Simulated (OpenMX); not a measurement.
**A series of single points on H**

System: H (2 atoms in the cell).
Method: Kohn-Sham DFT of a periodic cell, PBE, OpenMX 2013 PBE set, no spin polarisation (OpenMX 3.8.5).

The 7 runs differ only in the geometry, by an even scaling of the cell at fixed fractional positions. The structure derives from a Materials Project entry.

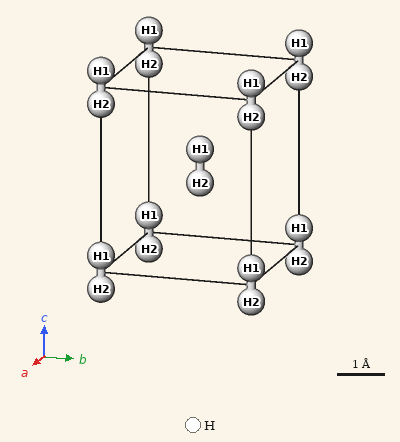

Figure 1. The structure of run 4 (ball-and-stick view of the cell 2 times as large as that of the calculation, set on its symmetry axes, seen slightly off an axis; atoms are numbered from 1 in the order of the input).

## Input of run 4
```
System.CurrrentDirectory             ./
System.Name                          H
DATA.PATH                            ./DFT_DATA13
level.of.stdout                      1
level.of.fileout                     0
Species.Number                       1
<Definition.of.Atomic.Species
  H   H6.0-s2p1              H_PBE13
Definition.of.Atomic.Species>

Atoms.Number                         2
Atoms.SpeciesAndCoordinates.Unit     FRAC
<Atoms.SpeciesAndCoordinates
    1  H     0.0901377100    0.0901377100    0.0000000000   0.500  0.500
    2  H     0.9098622900    0.9098622900    0.0000000000   0.500  0.500
Atoms.SpeciesAndCoordinates>

Atoms.UnitVectors.Unit               Ang
<Atoms.UnitVectors
    -1.6915344700    1.6915344700    2.0584739900
     1.6915344700   -1.6915344700    2.0584739900
     1.6915344700    1.6915344700   -2.0584739900
Atoms.UnitVectors>

scf.XcType                           GGA-PBE
scf.SpinPolarization                 off
scf.ElectronicTemperature            580.226
scf.energycutoff                     300.0
scf.maxIter                          100
scf.EigenvalueSolver                 band
scf.Kgrid                            11 11 11
scf.Mixing.Type                      rmm-diisk
scf.Init.Mixing.Weight               0.05
scf.Min.Mixing.Weight                0.001
scf.Max.Mixing.Weight                0.3
scf.Mixing.History                   25
scf.Mixing.StartPulay                8
scf.criterion                        1.0e-8
scf.stress.tensor                    on
MD.Type                              nomd
```

Command:
```bash
openmx H.dat -nt 1 > H.std
```

Run 5 has the same physical settings and fractional positions; its lattice vectors (Å) are:
```
  -1.702737    1.702737    2.072107
   1.702737   -1.702737    2.072107
   1.702737    1.702737   -2.072107
```

## Results, with one run withheld

| run | volume per atom (Å³) | free energy per atom, from the lowest run given (meV) | gap on the mesh (eV) |
| --- | --- | --- | --- |
| 1 | 11.073 | 6.26 | 9.24 |
| 2 | 11.309 | 3.98 | 9.22 |
| 3 | 11.544 | 2.25 | 9.21 |
| 4 | 11.780 | 1.03 | 9.19 |
| 5 | 12.015 | ? | ? |
| 6 | 12.251 | 0.00 | 9.15 |
| 7 | 12.487 | 0.12 | 9.13 |

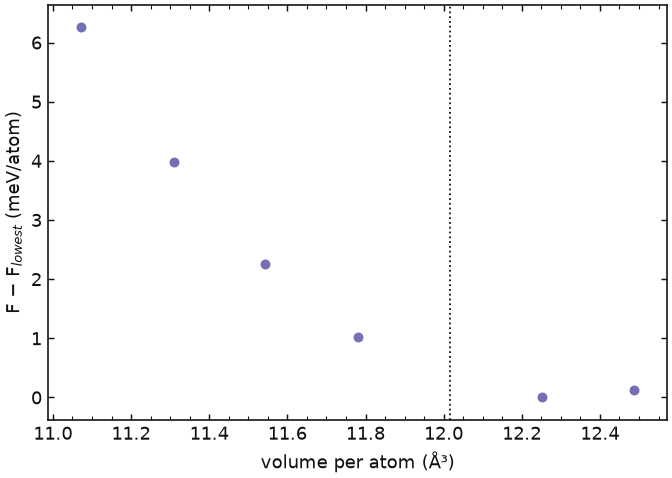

Figure 2. Free energy per atom of the runs given; the dotted line marks run 5.

Fit the runs given and predict run 5.

A cubic polynomial in V^(−2/3) (the Birch–Murnaghan form), fitted to the 6 runs given, misses them by under 0.01 meV per atom. With x = V^(−2/3) − 0.19378 Å⁻², it reads F = 1.2809 + 419.77 x + 33353 x² − 1.2737e+05 x³ (meV per atom). At run 5 it gives 0.29 meV per atom, and the run itself gives 0.29. The fit has its minimum at 12.297 Å³ per atom, where V d²F/dV² gives 14.6 GPa. Cell shape and fractional positions are held, so this is the stiffness under even scaling; the relaxed bulk modulus wasn't computed. The gap on the mesh goes, without turning, from 9.24 eV in run 1 to 9.13 eV in run 7; run 5 has 9.17 eV. These are gaps of this functional on this mesh, which can miss the band edges; they aren't the measured gap.

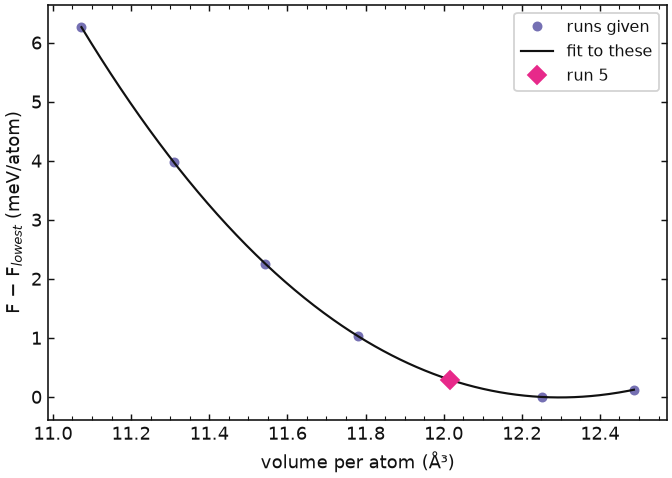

Figure 3. The fit and the withheld run.

## Some lines of the output (run 5)
```
[...]
  Cell_Volume =    162.167476513538 (Bohr^3)
        Total energy (Hartree) at MD = 1
   kloop=0
   kloop=1
   kloop=665
```

Notes: With a small basis of atomic orbitals these values can differ much from converged plane-wave results.
